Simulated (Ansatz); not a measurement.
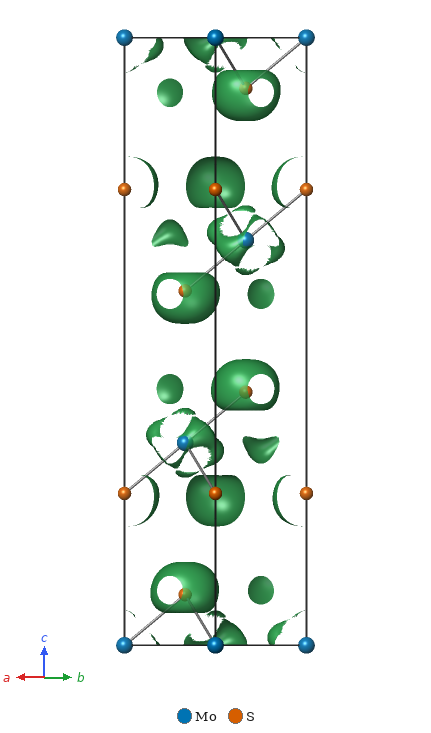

Figure 1: MoS₂. Where the extra electron sits when 0.1 electron is added to the 3-atom cell of the calculation (uniform compensating background, atoms fixed); the change of density for each carrier, counted positive where the carrier is: green surfaces at +0.03, none at −0.03 1/Å³, in the conventional cell seen along [110] (the regions close to the nuclei are left out). Cores are masked to 1.0 Å (Mo) and 0.7 Å (S).

Space group R-3m; not relaxed (largest force 0.8 eV/Å); the calculation finds a residual pressure of about 7 GPa at this fixed cell.

These are results of DFT r2SCAN, scalar-relativistic, plane waves, PAW in Ansatz, not measurements.

Core electrons are frozen (PAW), so the fields are smoothed inside the atomic spheres.

```cif
data_structure
_symmetry_space_group_name_H-M 'P 1'
_symmetry_Int_Tables_number 1
_cell_length_a 3.1710
_cell_length_b 3.1710
_cell_length_c 18.3450
_cell_angle_alpha 90.000
_cell_angle_beta 90.000
_cell_angle_gamma 120.000
_cell_volume 159.75
loop_
_atom_site_label
_atom_site_type_symbol
_atom_site_fract_x
_atom_site_fract_y
_atom_site_fract_z
_atom_site_occupancy
Mo1 Mo 0.00000 0.00000 0.00000 1
Mo2 Mo 0.66667 0.33333 0.33333 1
Mo3 Mo 0.33333 0.66667 0.66667 1
S1 S 0.66667 0.33333 0.08333 1
S2 S 0.33333 0.66667 0.41667 1
S3 S 0.00000 0.00000 0.75000 1
S4 S 0.00000 0.00000 0.25000 1
S5 S 0.66667 0.33333 0.58333 1
S6 S 0.33333 0.66667 0.91667 1
```

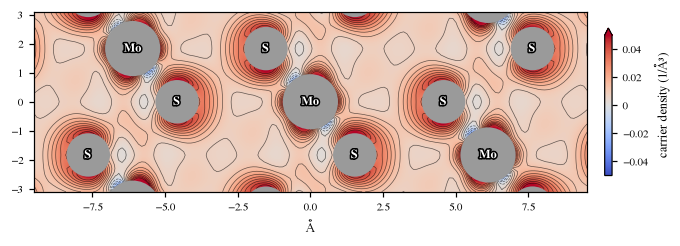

Second picture: a map on the (110) plane of the conventional cell, with grey discs over the atomic cores.

Describe the change of density.

Answer. Summed over atomic cells sized by the Bader volumes, the added electron divides as S about 75 % and Mo about 25 %; these cells fill 20 % (Mo) and 80 % (S) of the volume.
- Over the whole cell, outside the cores, it is densest at the edge of the masked core of Mo.
- The counter-flow of charge adds up to under 0.1 e for each carrier.
- These are shares of the net change, screening included; the states that take the carrier can be more concentrated.

Run times: 43 s (electron) and 46 s (base cell), on 1 thread of Arm Neoverse V2, on a shared host.
